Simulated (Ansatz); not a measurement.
```yaml
crystal:
  lattice:
    - [2.49643, 0.00000, 0.00000]
    - [-1.24821, 2.16197, 0.00000]
    - [0.00000, 0.00000, 8.21749]
  atoms:
    - { symbol: Fe, position: [0.66667, 0.33333, 0.50000] }
    - { symbol: Co, position: [0.66667, 0.33333, 0.00000] }
    - { symbol: Co, position: [0.33333, 0.66667, 0.75559] }
    - { symbol: Co, position: [0.33333, 0.66667, 0.24441] }
```

Space group P-6m2; a structure generated by program, which may or may not match a known phase; spin-polarised.

The calculation used DFT r2SCAN, scalar-relativistic, plane waves, PAW in Ansatz 0.2.0.

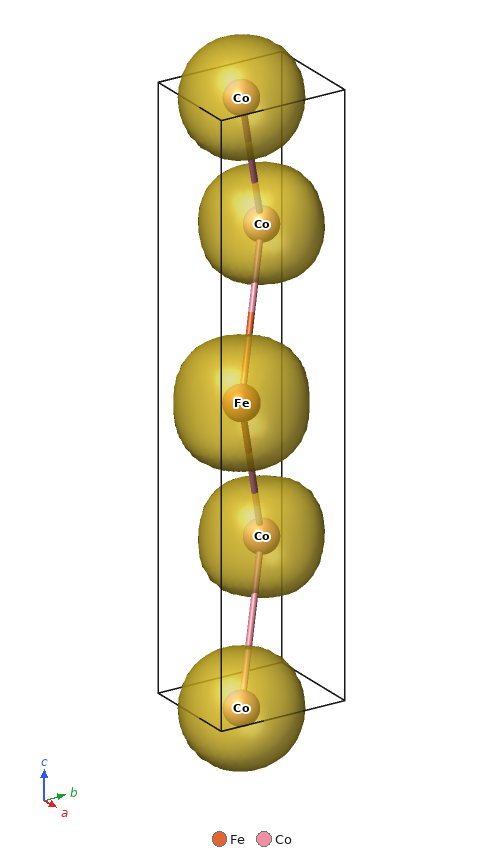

FeCo3. Isosurface of the magnetisation density (up minus down) at +0.1 e/Å³ (yellow), seen slightly off an axis. Sticks mark near contacts.

The density is the valence pseudo-density of a PAW calculation; it isn't the true density close to the nuclei.

**Where is the spin, and how is it ordered?**

The spin density sits on Fe: +2.8 μB; Co: +1.9 μB (×3) in one cell of 4 atoms: parallel main moments (a ferromagnetic arrangement) in this solution. The cell of the calculation (4 atoms) carries 8.1 μB of net spin moment.
